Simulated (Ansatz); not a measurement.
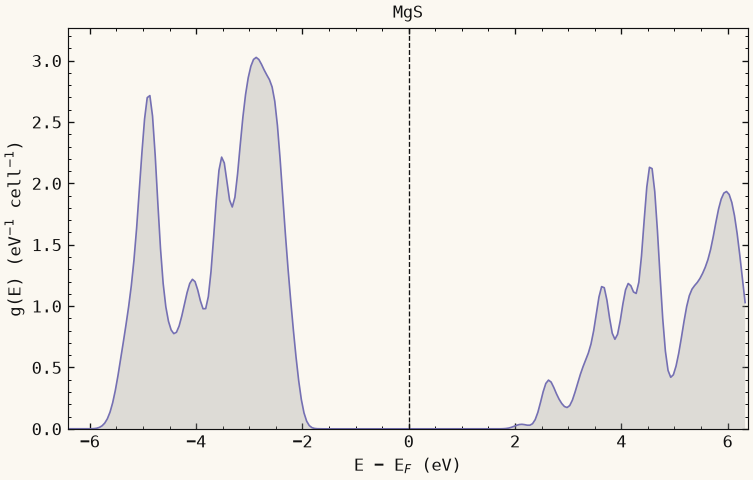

Density of states. Energies are counted from the Fermi level, put mid-gap where there is a gap. The curve is built from the levels of the k mesh with Gaussians 0.3 eV wide, which also blur the band edges.

System: MgS, space group F-43m (No. 216), 2 atoms in the cell, zincblende type, hydrostatic strain −3.0%.

Space group F-43m (No. 216). a = 5.492 Å, b = 5.492 Å, c = 5.492 Å, α = 90.00°, β = 90.00°, γ = 90.00°
```
atom  site  symmetry       x       y       z
  Mg    4a      -43m  0.0000  0.0000  0.0000
   S    4d      -43m  0.2500  0.2500  0.7500
```

Level of theory: DFT, r2SCAN, plane waves, PAW, no spin polarisation, 8×8×8 k mesh, 500 eV cutoff; code Ansatz.

> Is there a gap at the Fermi level, and how wide?

There is a gap; over the k points computed it is 4.24 eV (indirect; the smallest direct gap is 4.65 eV).

> How wide is the upper valence band?

The upper group of valence states starts about 3.5 eV under the valence-band top (which lies at −2.1 eV on this axis), with a gap beneath it; it holds about 6 electrons a cell.

The cell is at 7 GPa in this functional.
